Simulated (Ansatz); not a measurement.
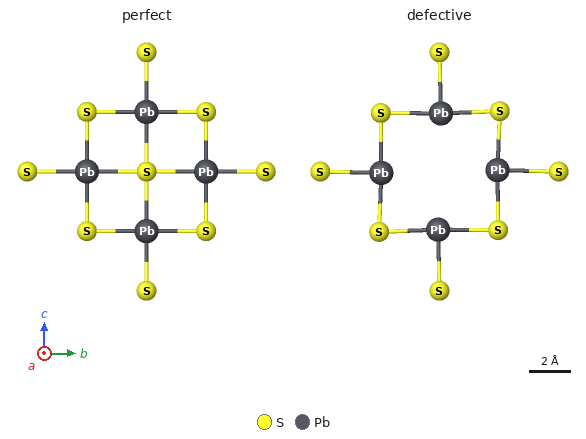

Left: perfect PbS. Right: the same region with one point defect, after relaxing the atoms in a supercell of 64 sites. A ball-and-stick model of the atoms within 6.0 Å of one point, in a slice 3.4 Å thick across the line of sight, seen along the a axis.

Level of theory: DFT, PBEsol, PAW, plane waves in Ansatz. (plane-wave cutoff 420 eV; k-point mesh 1 × 1 × 1; mesh shifted by (0.25, 0.25, 0.25); collinear spin) Fermi-Dirac smearing of 0.01 eV. A uniform background neutralises the charged cell. The axes drawn are those of the host's conventional cell.

Which defect is it?

Answer. A sulfur atom is taken out (a vacancy).

The charge state of the cell is −1.

What does the relaxation do around it?

Answer. Around the empty S site the host had 6 Pb at 2.95 Å; after relaxation the nearest atoms are 6 Pb at 2.87 to 2.88 Å. Of the host's atoms, a lead atom moves furthest from its site, by 0.13 Å. The cell ends without a net magnetic moment.

Limits of the set-up: the cell is charged, on a uniform background, and energies carry no finite-size correction.
